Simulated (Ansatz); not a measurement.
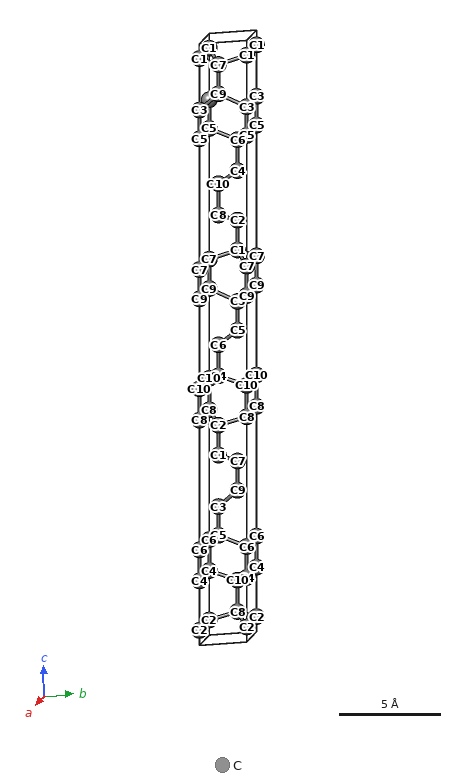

Figure 1. The structure (ball-and-stick view of the cell 3 times as large as that of the calculation, set on its symmetry axes, seen slightly off an axis; atoms are numbered from 1 in the order of the input). An atom can appear more than once, as a periodic image.

## Two runs on C

System: C (R3m, 10 atoms in the cell).
Method of run 1: DFT LDA, scalar-relativistic, plane waves, PAW, no spin polarisation (Ansatz 0.2.0).

The structure derives from an entry of the Crystallography Open Database. Text and figures count atoms from 1; the logs count them from 0 in places.

## Input, run 1
```yaml
crystal:
  lattice:
    - [1.2456453758, 0.719173693, 10.2538776052]
    - [-1.2456453758, 0.719173693, 10.2538776052]
    - [0.0, -1.4383473861, 10.2538776052]
  atoms:
    - { symbol: C, position: [0.0245916201, 0.0245916201, 0.0245916201] }
    - { symbol: C, position: [0.9749545151, 0.9749545151, 0.9749545151] }
    - { symbol: C, position: [0.110158511, 0.110158511, 0.110158511] }
    - { symbol: C, position: [0.8927672114, 0.8927672114, 0.8927672114] }
    - { symbol: C, position: [0.1579687675, 0.1579687675, 0.1579687675] }
    - { symbol: C, position: [0.8412374411, 0.8412374411, 0.8412374411] }
    - { symbol: C, position: [0.3753208771, 0.3753208771, 0.3753208771] }
    - { symbol: C, position: [0.6255917233, 0.6255917233, 0.6255917233] }
    - { symbol: C, position: [0.4240265356, 0.4240265356, 0.4240265356] }
    - { symbol: C, position: [0.5733827978, 0.5733827978, 0.5733827978] }
basis:
  ecutwfc: 420
kpoints:
  mp_grid: { grid: [12, 12, 12] }
hamiltonian:
  xc: lda
scf:
  occupations: { method: gaussian, width: 0.05 }
output:
  forces: true
  stress: true
  eigenvalues: true
```

Command:
```bash
ansatz run input.yaml --threads 2 --pin off --max-ram 5120MiB --backend cpu --events-out ev --progress --plain --runs-dir out
```

Hardware: 2 threads of Intel Xeon @ 2.50GHz (Skylake/Cascade Lake), 189 GiB of memory available, shared host.

## Output, shortened to warnings, some set-up lines, iterations and results (run 1)
```
Basis set: ecut = 420 eV, 1031 PW (Γ), FFT grids on a1−a3, a2−a3, a3
Symmetry: 6 space group operations
k-points: 189 of 1728 (time reversal used)
Initial density: superposition of atomic densities (neutral atoms: chi_scale 0, normalization atom), corrected by the library's trained network
[...]
SCF iter   1: F=—  HF=-2429.555326 eV  |F-HF|=—  |Δ(HF+E_count)|=         —  Δρ=8.05e-3  dr2=1.95e-2  ethr=1.77e-3  ⟨swp⟩=6.1  Hψ=27185  notcnv=0  defer=65
SCF iter   2: F=—  HF=-2429.549917 eV  |F-HF|=—  |Δ(HF+E_count)|=   5.41e-3  Δρ=3.71e-3  dr2=3.09e-3  ethr=4.87e-5  ⟨swp⟩=1.7  Hψ=9384  notcnv=0  defer=295
SCF iter   3: F=—  HF=-2429.549018 eV  |F-HF|=—  |Δ(HF+E_count)|=   8.99e-4  Δρ=6.23e-4  dr2=2.25e-4  ethr=7.73e-6  ⟨swp⟩=2.2  Hψ=8059  notcnv=0  defer=138
SCF iter   4: F=—  HF=-2429.548953 eV  |F-HF|=—  |Δ(HF+E_count)|=   6.52e-5  Δρ=8.87e-5  dr2=1.87e-6  ethr=5.63e-7  ⟨swp⟩=2.0  Hψ=7377  notcnv=0  defer=138
SCF iter   5: F=—  HF=-2429.548954 eV  |F-HF|=—  |Δ(HF+E_count)|=   8.96e-7  Δρ=2.01e-5  dr2=1.06e-7  ethr=4.68e-9  ⟨swp⟩=2.0  Hψ=8625  notcnv=0  defer=138
SCF iter   6: F=-2429.548954 eV  HF=-2429.548954 eV  |F-HF|=3.79e-9  |Δ(HF+E_count)|=   1.23e-8  Δρ=4.87e-6  dr2=7.28e-9  ethr=2.50e-10  ⟨swp⟩=8.5  Hψ=22482  notcnv=0
SCF 1 converged in 6 iterations: F = -2429.548954 eV  dr2 = 7.28e-9
SCF converged after 6 iterations
Free energy (F): -2429.548954 eV
Harris-Foulkes:  -2429.548954 eV  (|F-HF|=3.79e-9)
Internal energy: -2429.548954 eV  (E = F + TS)
E sigma→0 (E₀):  -2429.548954 eV
Fermi energy:    16.038765 eV
--- Per-component energies (eV) ---
  E_band       = 179.662586
  E_kinetic    = 932.419828
  E_local      = -614.420844  (includes V_loc(G=0)·N_el)
  E_nonlocal   = 279.137632
  E_hartree    = 132.033200
  E_xc         = -486.070400
  E_vxc        = -605.175615  (∫ρ·V_xc dr)
  E_paw        = -918.507777  (= ΣΔE_a)
  E_vpaw       = -76.364924  (= ΣTr[D̂ρ^β])
  E_aug_tail   = 0.000095  (compensation charges beyond the density's cutoff)
  E_ewald      = -1754.769013
  E_core_change = 0.628325  (= ΣΔE_core)
  E_smearing   = -0.000000  (= −TS)
  E_closure    = -0.000000  (closes the sum)
  Σ components = -2429.548954   (vs F -2429.548954, Δ=0.00e0)
--- Forces (eV/Å), atoms counted from 1 ---
  atom   1  C      0.00000000    -0.00000000     0.53049238
  atom   2  C      0.00000000    -0.00000000     0.53068479
  atom   3  C      0.00000000     0.00000000    -3.68273435
  atom   4  C      0.00000000     0.00000000    -3.16626954
  atom   5  C      0.00000000    -0.00000000     1.14153796
  atom   6  C      0.00000000    -0.00000000     0.75153946
  atom   7  C      0.00000000     0.00000000    -1.25293632
  atom   8  C      0.00000000     0.00000000    -0.90546640
  atom   9  C      0.00000000    -0.00000000     3.24217243
  atom  10  C      0.00000000    -0.00000000     2.81097031
  max |Σ_I F_I| component: 9.28e-6 eV/Å
--- Stress (GPa, compression-positive) ---
        0.635726       0.000000       0.000000
        0.000000       0.635726      -0.000000
        0.000000      -0.000000       1.859936
  P = ⅓ Tr σ = 1.0438 GPa (10.438 kbar)
```

The input of run 2 differs as follows (lines with − go, lines with + come):
```diff
-    - { symbol: C, position: [0.0245916201, 0.0245916201, 0.0245916201] }
-    - { symbol: C, position: [0.9749545151, 0.9749545151, 0.9749545151] }
-    - { symbol: C, position: [0.110158511, 0.110158511, 0.110158511] }
-    - { symbol: C, position: [0.8927672114, 0.8927672114, 0.8927672114] }
-    - { symbol: C, position: [0.1579687675, 0.1579687675, 0.1579687675] }
-    - { symbol: C, position: [0.8412374411, 0.8412374411, 0.8412374411] }
-    - { symbol: C, position: [0.3753208771, 0.3753208771, 0.3753208771] }
-    - { symbol: C, position: [0.6255917233, 0.6255917233, 0.6255917233] }
-    - { symbol: C, position: [0.4240265356, 0.4240265356, 0.4240265356] }
-    - { symbol: C, position: [0.5733827978, 0.5733827978, 0.5733827978] }
+    - { symbol: C, position: [0.0246672642, 0.0246672642, 0.0246672642] }
+    - { symbol: C, position: [0.9750301592, 0.9750301592, 0.9750301592] }
+    - { symbol: C, position: [0.1096708906, 0.1096708906, 0.1096708906] }
+    - { symbol: C, position: [0.892279591, 0.892279591, 0.892279591] }
+    - { symbol: C, position: [0.158101066, 0.158101066, 0.158101066] }
+    - { symbol: C, position: [0.8413697396, 0.8413697396, 0.8413697396] }
+    - { symbol: C, position: [0.375168777, 0.375168777, 0.375168777] }
+    - { symbol: C, position: [0.6254396232, 0.6254396232, 0.6254396232] }
+    - { symbol: C, position: [0.4244583134, 0.4244583134, 0.4244583134] }
+    - { symbol: C, position: [0.5738145756, 0.5738145756, 0.5738145756] }
```

What does this change do to the results?

With the same functional and potentials, run 2 lies 17.0 meV per atom lower. The gap on the mesh goes from 4.29 to 4.42 eV. The pressure goes from 1.04 to 0.46 GPa. The largest force goes from 3.683 to 2.401 eV/Å. The number of SCF iterations is the same.

## Output, shortened to warnings, some set-up lines, iterations and results (run 2)
```
Basis set: ecut = 420 eV, 1031 PW (Γ), FFT grids on a1−a3, a2−a3, a3
Symmetry: 6 space group operations
k-points: 189 of 1728 (time reversal used)
Initial density: superposition of atomic densities (neutral atoms: chi_scale 0, normalization atom), corrected by the library's trained network
[...]
SCF iter   1: F=—  HF=-2429.724825 eV  |F-HF|=—  |Δ(HF+E_count)|=         —  Δρ=8.01e-3  dr2=1.89e-2  ethr=1.77e-3  ⟨swp⟩=6.1  Hψ=27101  notcnv=0  defer=64
SCF iter   2: F=—  HF=-2429.719555 eV  |F-HF|=—  |Δ(HF+E_count)|=   5.27e-3  Δρ=3.71e-3  dr2=3.09e-3  ethr=4.72e-5  ⟨swp⟩=1.8  Hψ=9716  notcnv=0  defer=276
SCF iter   3: F=—  HF=-2429.718664 eV  |F-HF|=—  |Δ(HF+E_count)|=   8.92e-4  Δρ=6.34e-4  dr2=2.55e-4  ethr=7.72e-6  ⟨swp⟩=2.2  Hψ=8143  notcnv=0  defer=120
SCF iter   4: F=—  HF=-2429.718587 eV  |F-HF|=—  |Δ(HF+E_count)|=   7.63e-5  Δρ=8.97e-5  dr2=1.70e-6  ethr=6.39e-7  ⟨swp⟩=2.0  Hψ=7366  notcnv=0  defer=120
SCF iter   5: F=—  HF=-2429.718587 eV  |F-HF|=—  |Δ(HF+E_count)|=   4.92e-7  Δρ=1.80e-5  dr2=9.52e-8  ethr=4.26e-9  ⟨swp⟩=2.0  Hψ=8667  notcnv=0  defer=120
SCF iter   6: F=-2429.718587 eV  HF=-2429.718587 eV  |F-HF|=2.50e-9  |Δ(HF+E_count)|=   1.32e-8  Δρ=4.93e-6  dr2=6.04e-9  ethr=2.38e-10  ⟨swp⟩=6.5  Hψ=22098  notcnv=0
SCF 1 converged in 6 iterations: F = -2429.718587 eV  dr2 = 6.04e-9
SCF converged after 6 iterations
Free energy (F): -2429.718587 eV
Harris-Foulkes:  -2429.718587 eV  (|F-HF|=2.50e-9)
Internal energy: -2429.718587 eV  (E = F + TS)
E sigma→0 (E₀):  -2429.718587 eV
Fermi energy:    16.000180 eV
--- Per-component energies (eV) ---
  E_band       = 179.725499
  E_kinetic    = 932.258689
  E_local      = -613.858538  (includes V_loc(G=0)·N_el)
  E_nonlocal   = 279.023148
  E_hartree    = 131.903304
  E_xc         = -486.057365
  E_vxc        = -605.160769  (∫ρ·V_xc dr)
  E_paw        = -918.487818  (= ΣΔE_a)
  E_vpaw       = -76.343726  (= ΣTr[D̂ρ^β])
  E_aug_tail   = 0.000095  (compensation charges beyond the density's cutoff)
  E_ewald      = -1755.128427
  E_core_change = 0.628325  (= ΣΔE_core)
  E_smearing   = -0.000000  (= −TS)
  E_closure    = 0.000000  (closes the sum)
  Σ components = -2429.718587   (vs F -2429.718587, Δ=0.00e0)
--- Forces (eV/Å), atoms counted from 1 ---
  atom   1  C      0.00000000    -0.00000000     0.35358360
  atom   2  C      0.00000000    -0.00000000     0.35531876
  atom   3  C      0.00000000     0.00000000    -2.40117871
  atom   4  C      0.00000000     0.00000000    -2.17281560
  atom   5  C     -0.00000000    -0.00000000     0.71204187
  atom   6  C      0.00000000    -0.00000000     0.53890830
  atom   7  C      0.00000000     0.00000000    -0.79309351
  atom   8  C      0.00000000     0.00000000    -0.63979312
  atom   9  C      0.00000000    -0.00000000     2.11888745
  atom  10  C      0.00000000    -0.00000000     1.92813305
  max |Σ_I F_I| component: 7.92e-6 eV/Å
--- Stress (GPa, compression-positive) ---
        0.279409       0.000000       0.000000
        0.000000       0.279409      -0.000000
        0.000000      -0.000000       0.822548
  P = ⅓ Tr σ = 0.4605 GPa (4.605 kbar)
```

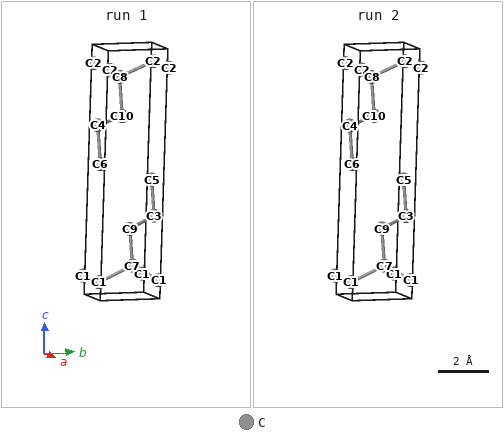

Figure 2. The two input geometries at one scale (ball-and-stick view of the reduced cell, seen slightly off an axis). The largest moves, 0.015 Å, are those of C3 and C4. (The mean shift of all atoms is removed.) The lattice vectors keep their values. Among the contacts that change: C3–C5 1.471 → 1.490 Å, C4–C6 1.585 → 1.566 Å, C7–C9 1.498 → 1.516 Å, C8–C10 1.606 → 1.588 Å.

## The two runs side by side

| quantity | run 1 | run 2 |
| --- | --- | --- |
| outcome | converged | converged |
| free energy per atom (eV) | −242.9549 | −242.9719 |
| gap on the mesh (eV) | 4.29 | 4.42 |
| pressure (GPa) | 1.04 | 0.46 |
| largest force (eV/Å) | 3.683 | 2.401 |
| SCF iterations | 6 | 6 |
| irreducible k-points | 189 | 189 |
| plane waves at Γ | 1031 | 1031 |
| wall time (shared host) | 19 s | 22 s |
